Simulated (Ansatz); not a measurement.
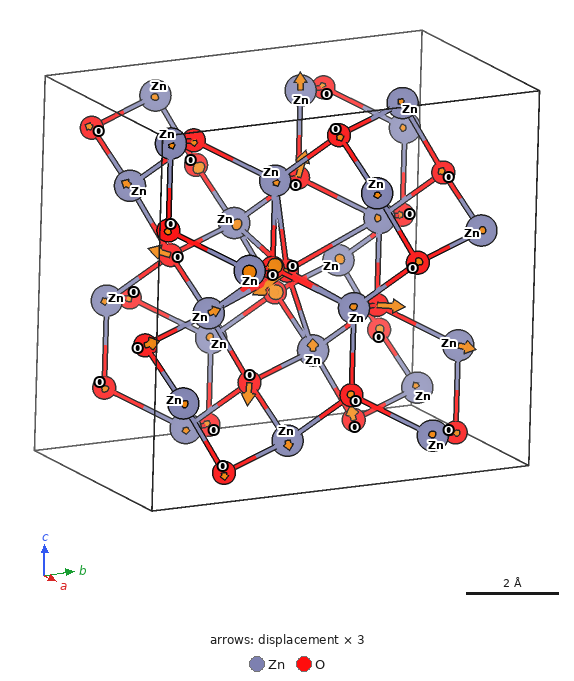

A relaxation of a defect cell of composition Zn$_{24}$O$_{25}$. The starting structure is drawn; orange arrows show the displacements, magnified 3 times.

The picture is a ball-and-stick view of the cell of the calculation (origin shifted), seen slightly off an axis.

Case: O interstitial, charge +0, atoms relaxed at the host's cell.

All numbers below come from Ansatz 0.2.0, DFT PBE, scalar-relativistic, plane waves, PAW. (plane-wave cutoff 420 eV; k-point mesh 2 × 2 × 2; occupations gaussian; smearing width 0.01 eV; mesh shifted by (0.5, 0.5, 0.5); no spin polarisation; atoms relaxed in a fixed cell; force threshold 0.025 eV/Å; at most 45 steps)

**Which element moves most?**

Oxygen: up to 0.37 Å, against 0.14 Å for zinc.

**What happened in the run?**

After 6 accepted moves (7 points after the start) the energy has fallen by 1.497 eV per cell of the calculation. The largest force component goes from 2.3 to 0.018 eV/Å. 1 step only repeated the SCF at the same geometry. An O atom moves most: 0.37 Å along [−1 −1 −1]. By element the largest moves are O 0.37 Å, Zn 0.14 Å. The cell doesn't change. Some distances before and after: O–Zn 2.189 → 1.936 Å, O–Zn 2.445 → 2.649 Å, O–Zn 1.999 → 2.106 Å, O–Zn 1.999 → 1.944 Å. Bond angles that change, for instance: O–Zn–O 59.9° → 76.2°, O–Zn–O 110.3° → 123.7°, Zn–O–Zn 110.3° → 97.1°. The run took 3.9 min on 4 threads of Arm Neoverse V1, with other jobs on the host, peak memory 1.7 GiB.

Limits of the set-up: the periodic images lie only 8.4 Å apart, so the values are limited by the cell's size.
